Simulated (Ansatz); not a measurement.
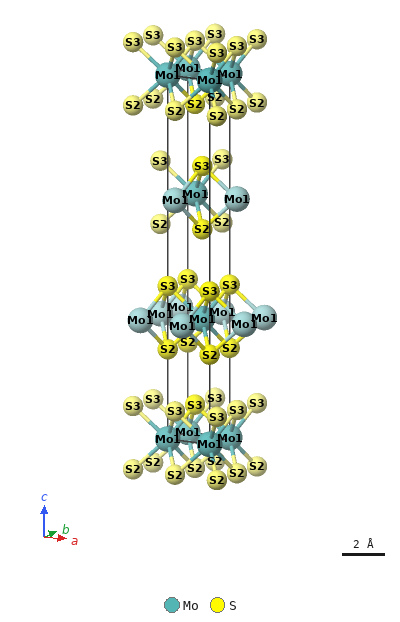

**Figure 1.** The structure (ball-and-stick view of the cell 3 times as large as that of the calculation, set on its symmetry axes, seen slightly off an axis; neighbours outside the cell are drawn fainter; atoms are numbered from 1 in the order of the input). An atom can appear more than once, as a periodic image.

# Two runs on MoS2

System: MoS2 (3 atoms in the cell).
Method of run 1: DFT PBE+D3(BJ), scalar-relativistic, plane waves, PAW, no spin polarisation (Ansatz 0.2.0).

The structure derives from an entry of the Crystallography Open Database. Text and figures count atoms from 1; the logs count them from 0 in places.

**Input, run 1**
```yaml
crystal:
  lattice:
    - [1.5291801475, 0.8828725698, 5.9065869609]
    - [-1.5291801475, 0.8828725698, 5.9065869609]
    - [0.0, -1.7657451397, 5.9065869609]
  atoms:
    - { symbol: Mo, position: [1.72715e-05, 1.72715e-05, 1.72715e-05] }
    - { symbol: S, position: [0.7535591261, 0.7535591261, 0.7535591261] }
    - { symbol: S, position: [0.5797236024, 0.5797236024, 0.5797236024] }
basis:
  ecutwfc: 420
kpoints:
  mp_grid: { grid: [12, 12, 12] }
hamiltonian:
  xc: pbe
  dispersion: d3bj
scf:
  occupations: { method: gaussian, width: 0.05 }
output:
  forces: true
  stress: true
  eigenvalues: true
```

Command:
```bash
ansatz run input.yaml --threads 2 --pin off --max-ram 5120MiB --backend cpu --events-out ev --progress --plain --runs-dir out
```

Hardware: 2 threads of Intel Xeon @ 2.50GHz (Skylake/Cascade Lake), 189 GiB of memory available, shared host.

**Output, shortened to warnings, some set-up lines, iterations and results (run 1)**
```
Basis set: ecut = 420 eV, 955 PW (Γ), FFT grids on a1−a3, a2−a3, a3, exchange–correlation on 48×48×90 points (8 copies of the dense FFT grid, shifted against one another)
Symmetry: 6 space group operations
k-points: 189 of 1728 (time reversal used)
Initial density: superposition of atomic densities (neutral atoms: chi_scale 0, normalization atom), corrected by the library's trained network
[...]
SCF iter   1: F=—  HF=-6763.889320 eV  |F-HF|=—  |Δ(HF+E_count)|=         —  Δρ=6.37e-3  dr2=5.73e-3  ethr=1.77e-3  ⟨swp⟩=5.9  Hψ=18149  notcnv=0
SCF iter   2: F=—  HF=-6763.892582 eV  |F-HF|=—  |Δ(HF+E_count)|=   3.26e-3  Δρ=3.29e-3  dr2=1.28e-3  ethr=2.20e-5  ⟨swp⟩=2.2  Hψ=6241  notcnv=0
SCF iter   3: F=—  HF=-6763.894713 eV  |F-HF|=—  |Δ(HF+E_count)|=   2.13e-3  Δρ=9.22e-4  dr2=5.93e-4  ethr=4.91e-6  ⟨swp⟩=2.0  Hψ=4704  notcnv=0
SCF iter   4: F=—  HF=-6763.894726 eV  |F-HF|=—  |Δ(HF+E_count)|=   1.29e-5  Δρ=1.08e-4  dr2=8.69e-6  ethr=2.28e-6  ⟨swp⟩=2.0  Hψ=4528  notcnv=0
SCF iter   5: F=—  HF=-6763.894730 eV  |F-HF|=—  |Δ(HF+E_count)|=   4.28e-6  Δρ=1.78e-5  dr2=1.58e-7  ethr=3.34e-8  ⟨swp⟩=2.3  Hψ=4918  notcnv=0
SCF iter   6: F=-6763.894730 eV  HF=-6763.894730 eV  |F-HF|=2.26e-9  |Δ(HF+E_count)|=   7.69e-8  Δρ=5.24e-6  dr2=1.25e-8  ethr=3.85e-10  ⟨swp⟩=6.5  Hψ=15413  notcnv=0
SCF 1 converged in 6 iterations: F = -6763.894730 eV  dr2 = 1.25e-8
SCF converged after 6 iterations
Free energy (F): -6763.894730 eV
Harris-Foulkes:  -6763.894730 eV  (|F-HF|=2.26e-9)
Internal energy: -6763.894730 eV  (E = F + TS)
E sigma→0 (E₀):  -6763.894730 eV
Fermi energy:    13.329553 eV
--- Per-component energies (eV) ---
  E_band       = -110.903935
  E_kinetic    = 664.488704
  E_local      = -1817.651678  (includes V_loc(G=0)·N_el)
  E_nonlocal   = 199.867364
  E_hartree    = 702.799428
  E_xc         = -381.587050
  E_vxc        = -409.175023  (∫ρ·V_xc dr)
  E_paw        = -4402.096312  (= ΣΔE_a)
  E_vpaw       = -154.035200  (= ΣTr[D̂ρ^β])
  E_aug_tail   = 0.000036  (compensation charges beyond the density's cutoff)
  E_ewald      = -1728.286603
  E_disp       = -1.428618  (pairwise vdW)
  E_smearing   = -0.000000  (= −TS)
  E_closure    = 0.000000  (closes the sum)
  Σ components = -6763.894730   (vs F -6763.894730, Δ=0.00e0)
--- Forces (eV/Å), atoms counted from 1 ---
  atom   1  Mo     0.00000000    -0.00000000     0.00064843
  atom   2  S      0.00000000    -0.00000000     1.15137698
  atom   3  S     -0.00000000     0.00000000    -1.15203049
  max |Σ_I F_I| component: 5.08e-6 eV/Å
--- Stress (GPa, compression-positive) ---
       14.430374       0.000000       0.000000
        0.000000      14.430374       0.000000
        0.000000       0.000000      12.815719
  P = ⅓ Tr σ = 13.8922 GPa (138.922 kbar)
```

The input of run 2 differs as follows (lines with − go, lines with + come):
```diff
+  initial_density: { chi_scale: 0.1 }
```

How does run 2 compare with run 1?

Both reach the same energy, so the change doesn't alter the result. The SCF takes 7 iterations against 6. The two runs start from different initial densities, which also moves the count.

**Output, shortened to warnings, some set-up lines, iterations and results (run 2)**
```
Basis set: ecut = 420 eV, 955 PW (Γ), FFT grids on a1−a3, a2−a3, a3, exchange–correlation on 48×48×90 points (8 copies of the dense FFT grid, shifted against one another)
Symmetry: 6 space group operations
k-points: 189 of 1728 (time reversal used)
Initial density: superposition of atomic densities (chi_scale 0.1, normalization cell, long waves kept (reshape's long-wave potential 0.06 eV rms))
[...]
SCF iter   1: F=—  HF=-6764.671554 eV  |F-HF|=—  |Δ(HF+E_count)|=         —  Δρ=6.16e-2  dr2=2.40e0  ethr=3.10e-3  ⟨swp⟩=6.0  Hψ=18885  notcnv=0
SCF iter   2: F=—  HF=-6763.981415 eV  |F-HF|=—  |Δ(HF+E_count)|=   6.90e-1  Δρ=2.61e-2  dr2=5.60e-1  ethr=3.10e-3  ⟨swp⟩=3.0  Hψ=8041  notcnv=0
SCF iter   3: F=—  HF=-6763.906147 eV  |F-HF|=—  |Δ(HF+E_count)|=   7.53e-2  Δρ=1.46e-2  dr2=8.51e-2  ethr=2.15e-3  ⟨swp⟩=2.1  Hψ=4781  notcnv=0
SCF iter   4: F=—  HF=-6763.894915 eV  |F-HF|=—  |Δ(HF+E_count)|=   1.12e-2  Δρ=1.74e-3  dr2=2.22e-3  ethr=3.27e-4  ⟨swp⟩=2.3  Hψ=5265  notcnv=0
SCF iter   5: F=—  HF=-6763.894714 eV  |F-HF|=—  |Δ(HF+E_count)|=   2.01e-4  Δρ=2.95e-4  dr2=2.00e-5  ethr=8.52e-6  ⟨swp⟩=2.3  Hψ=4865  notcnv=0
SCF iter   6: F=—  HF=-6763.894730 eV  |F-HF|=—  |Δ(HF+E_count)|=   1.58e-5  Δρ=5.39e-5  dr2=8.61e-7  ethr=7.71e-8  ⟨swp⟩=2.3  Hψ=5184  notcnv=0
SCF iter   7: F=-6763.894730 eV  HF=-6763.894730 eV  |F-HF|=2.43e-8  |Δ(HF+E_count)|=   4.06e-7  Δρ=7.20e-6  dr2=3.60e-8  ethr=3.85e-10  ⟨swp⟩=7.1  Hψ=16864  notcnv=0
SCF 1 converged in 7 iterations: F = -6763.894730 eV  dr2 = 3.60e-8
SCF converged after 7 iterations
Free energy (F): -6763.894730 eV
Harris-Foulkes:  -6763.894730 eV  (|F-HF|=2.43e-8)
Internal energy: -6763.894730 eV  (E = F + TS)
E sigma→0 (E₀):  -6763.894730 eV
Fermi energy:    13.329514 eV
--- Per-component energies (eV) ---
  E_band       = -110.904874
  E_kinetic    = 664.489314
  E_local      = -1817.654513  (includes V_loc(G=0)·N_el)
  E_nonlocal   = 199.867943
  E_hartree    = 702.801416
  E_xc         = -381.587081
  E_vxc        = -409.175058  (∫ρ·V_xc dr)
  E_paw        = -4402.096624  (= ΣΔE_a)
  E_vpaw       = -154.035531  (= ΣTr[D̂ρ^β])
  E_aug_tail   = 0.000036  (compensation charges beyond the density's cutoff)
  E_ewald      = -1728.286603
  E_disp       = -1.428618  (pairwise vdW)
  E_smearing   = -0.000000  (= −TS)
  E_closure    = -0.000000  (closes the sum)
  Σ components = -6763.894730   (vs F -6763.894730, Δ=0.00e0)
--- Forces (eV/Å), atoms counted from 1 ---
  atom   1  Mo     0.00000000    -0.00000000     0.00073431
  atom   2  S      0.00000000    -0.00000000     1.15131486
  atom   3  S     -0.00000000     0.00000000    -1.15203226
  max |Σ_I F_I| component: 1.69e-5 eV/Å
--- Stress (GPa, compression-positive) ---
       14.430194       0.000000       0.000000
        0.000000      14.430194       0.000000
        0.000000       0.000000      12.815461
  P = ⅓ Tr σ = 13.8919 GPa (138.919 kbar)
```

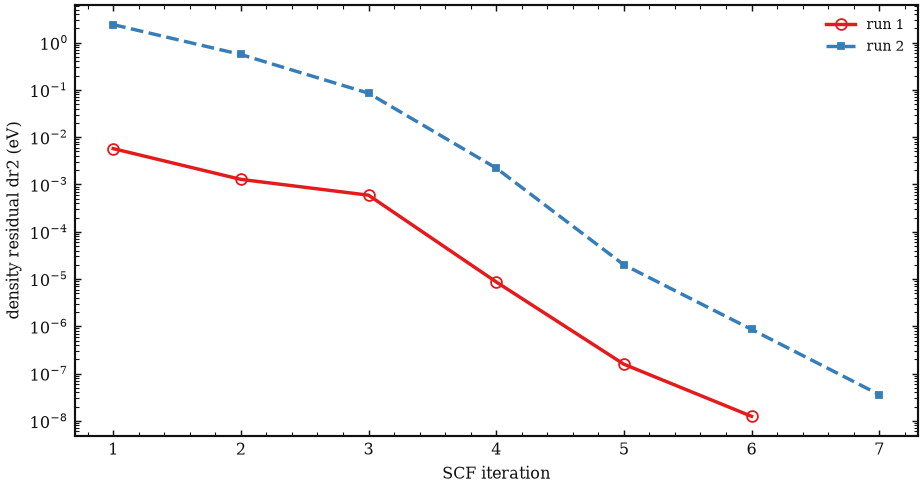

**Figure 2.** Convergence of the two runs: density residual dr2 against the SCF iteration. Run 1 takes 6 iterations in all, and run 2 takes 7.

**The two runs side by side**

| quantity | run 1 | run 2 |
| --- | --- | --- |
| outcome | converged | converged |
| free energy per atom (eV) | −2254.6316 | −2254.6316 |
| gap on the mesh (eV) | 0.76 | 0.76 |
| pressure (GPa) | 13.89 | 13.89 |
| largest force (eV/Å) | 1.152 | 1.152 |
| SCF iterations | 6 | 7 |
| irreducible k-points | 189 | 189 |
| plane waves at Γ | 955 | 955 |
| wall time (shared host) | 15 s | 14 s |

For both runs: The cell is under a pressure of 13.9 GPa at this level, so it is not at its equilibrium volume.
